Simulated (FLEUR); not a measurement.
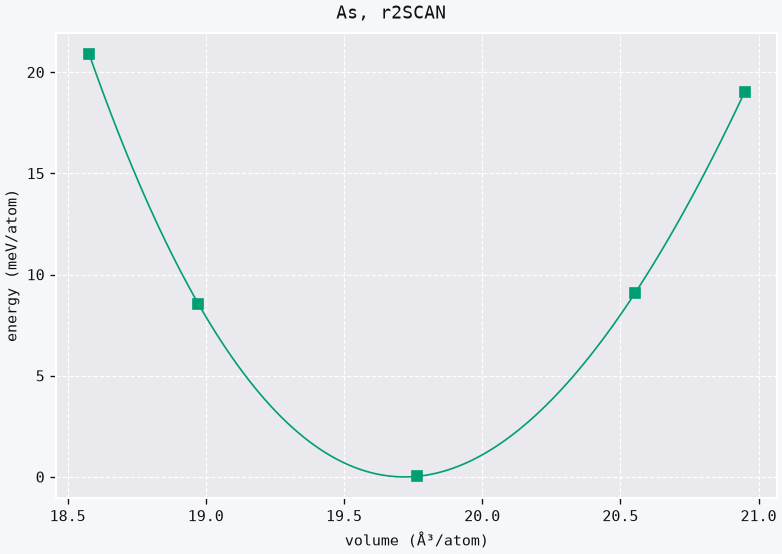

Plotted: energy against volume for As, space group Pm-3m (No. 221).

Cell as given: a = 2.704 Å, b = 2.704 Å, c = 2.704 Å, α = 90.00°, β = 90.00°, γ = 90.00°; 1 atom.

Method: all-electron LAPW DFT, no spin polarisation; energies at scaled volumes of the given cell, shape and fractions fixed, counted from the fit's minimum, third-order Birch-Murnaghan fit (FLEUR MaX-R8.1 (later development tree)). Level: r2SCAN.

- k mesh: 10×10×10
- occupations: Fermi–Dirac
- smearing width: 0.05 eV
- potentials: all electron
- program settings: basis FLAPW, kmax 4.22 1/bohr

**How stiff is the solid, and where is its volume at rest?**

A third-order Birch–Murnaghan fit gives V0 = 19.72 Å³/atom, B0 = 89.8 GPa and B′ = 5.1.

The computed values:

```csv
volume (Å³/atom),energy (meV/atom)
18.58,20.89
18.97,8.54
19.76,0.04
20.55,9.10
20.95,19.02
```
